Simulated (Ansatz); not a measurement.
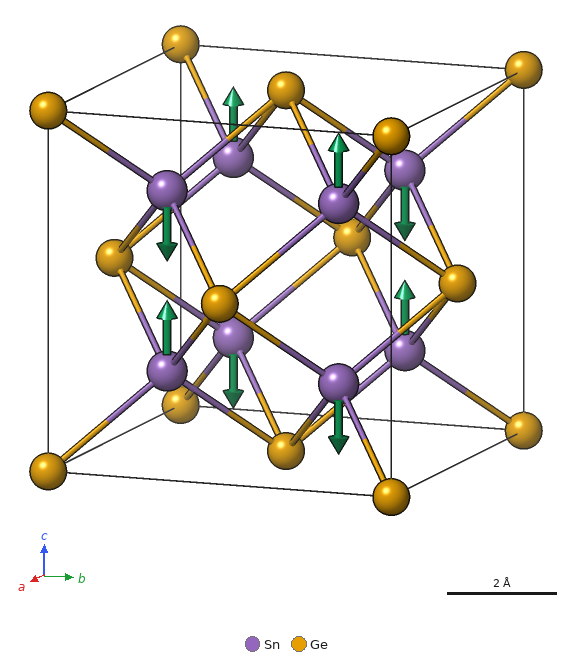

The lowest optical mode of crystalline Sn₂Ge (a generated structure), space group Fm-3m (No. 225), at the zone centre. Displacements are drawn as green arrows; their common scale and sign are arbitrary. The picture is a ball-and-stick view of the conventional cell (4 times the calculation's cell), seen slightly off an axis. Lengths and directions refer to the drawn axes.

The calculation used DFT LDA, scalar-relativistic, plane waves, PAW in Ansatz 0.2.0. (plane-wave cutoff 420 eV; k-point mesh 12 × 12 × 12; occupations fermi dirac; smearing width 0.15 eV; no spin polarisation)

The frequencies depend somewhat on the k-mesh and the smearing.

Q: Is the structure stable against all modes at this point?

A: Yes: this softest mode has a real frequency, and so have all others here. That speaks for this wave vector alone: the rest of the zone wasn't checked in this run. This is the T₂g mode (triply degenerate; one member of the set is drawn) at 91 cm⁻¹, the lowest optical level, Raman-active by symmetry. The Ge atoms stay at rest; all motion is along c; atoms of one kind move against one another, with no net shift of their sublattice.
